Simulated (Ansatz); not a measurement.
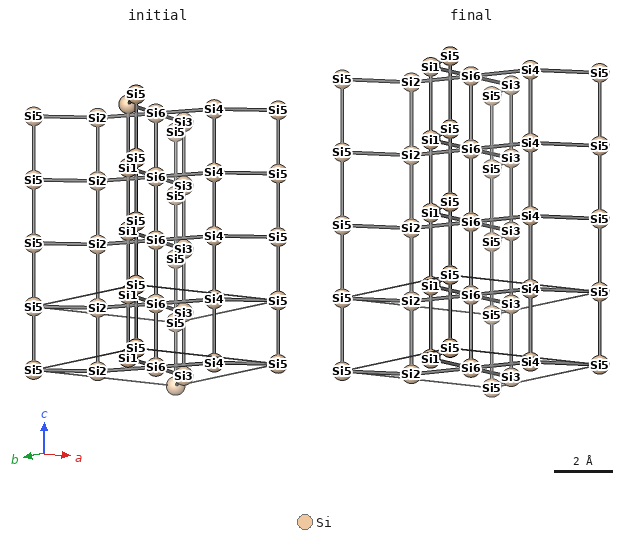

The structure of a crystal of Si (a generated structure, set up in P4/mbm) (coarse preliminary run) before (left) and after (right) a relaxation, at one scale.

Style: ball-and-stick. Shown: the cell of the calculation, repeated 1 × 1 × 4 with one cell outlined, from a free direction.

Level of theory: DFT PBE, scalar-relativistic, plane waves, PAW (Ansatz).

The input:
```yaml
crystal:
  lattice:
    - [6.03811821, 0.0, 0.0]
    - [0.0, 6.03811821, 0.0]
    - [0.0, 0.0, 2.21408432]
  atoms:
    - { symbol: Si, position: [0.17679539, 0.32320461, 0.0] }
    - { symbol: Si, position: [0.32320461, 0.82320461, 0.0] }
    - { symbol: Si, position: [0.82320461, 0.67679539, 0.0] }
    - { symbol: Si, position: [0.67679539, 0.17679539, 0.0] }
    - { symbol: Si, position: [0.0, 0.0, 0.0] }
    - { symbol: Si, position: [0.5, 0.5, 0.0] }
basis:
  ecutwfc: 420
kpoints:
  mp_grid: { grid: [4, 4, 8] }
hamiltonian:
  xc: pbe
scf:
  occupations: { method: gaussian, width: 0.1 }
  lower_state_search: "off"
output:
  forces: true
  stress: true
  eigenvalues: true
relax:
  adjacent_minimum: "off"
  f_tol: 0.04
  max_steps: 70
  cell: { stress_tol: 0.4 }
```

Command:
```bash
ansatz run input.yaml --threads 1 --pin off --max-ram 2560MiB --backend cpu --events-out ev --progress --plain --runs-dir out
```

> What changed between the two?

Over 7 accepted moves (9 points after the start) the energy falls by 4.436 eV per cell of the calculation. The largest force component goes from 1.1 to 0.0062 eV/Å. The pressure goes from 47.41 to −0.02 GPa. At 2 points the geometry stayed and the basis and grid were re-selected for the new cell (energy shift of 20.5 meV per cell of the calculation at most each time). The largest moves relative to the cell, 0.38 Å, are those of Si1, Si2, Si3 and Si4. Si4 goes along [−1 −1 0]. The volume changes by +27.6 %, with a = b 6.038 → 6.357 Å (+5.3 %), c 2.214 → 2.548 Å (+15.1 %). Among the contacts that change: Si1–Si3 3.019 → 2.413 Å, Si1–Si1 2.214 → 2.548 Å, Si1–Si5 2.224 → 2.477 Å. Among the angles between lasting bonds that change: Si5–Si2–Si6 147.4° → 130.3°. The space group stays P4/mbm (No. 127).
